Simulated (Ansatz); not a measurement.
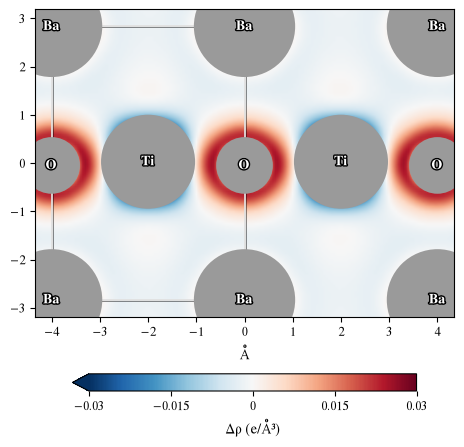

BaTiO3: difference of two self-consistent densities at the same geometry, ρ(HSE06) − ρ(PBE), on the (101) plane of the conventional cell. Grey discs cover the cores, where the PAW densities can't be compared. Cores are masked to 1.0 Å (Ba), 1.0 Å (Ti) and 0.6 Å (O).

Space group P4mm; not relaxed (largest force 0.3 eV/Å).

Both runs: Ansatz, scalar-relativistic, plane waves and PAW, same cutoff, k-points and PAW files (made with PBE).

```yaml
crystal:
  lattice:
    - [3.99980, 0.00000, 0.00000]
    - [0.00000, 3.99980, 0.00000]
    - [0.00000, 0.00000, 4.01800]
  atoms:
    - { symbol: Ba, position: [0.00000, 0.00000, 0.00000] }
    - { symbol: Ti, position: [0.50000, 0.50000, 0.49000] }
    - { symbol: O, position: [0.50000, 0.50000, 0.01900] }
    - { symbol: O, position: [0.50000, 0.00000, 0.51700] }
    - { symbol: O, position: [0.00000, 0.50000, 0.51700] }
```

> How does the change of level move the electrons?

Against PBE, and outside the masked cores, the largest gain lies at the edge of the masked core of O, and the largest loss lies at the edge of the masked core of Ti.
- Bader charges are Ba +1.53, Ti +2.21 and O −1.25 e with PBE and Ba +1.59, Ti +2.40 and O −1.33 e with HSE06.
- At this volume the pressure is 2 GPa with PBE and roughly −3 GPa with HSE06.
- The gap on the mesh is 1.84 eV with PBE and 3.24 eV with HSE06.

Run times: 2.4 min (HSE06) and 33 s (base cell), on 2 threads of Intel(R) Xeon(R) Platinum 8259CL CPU @ 2.50GHz (Skylake/Cascade Lake) (shared host).
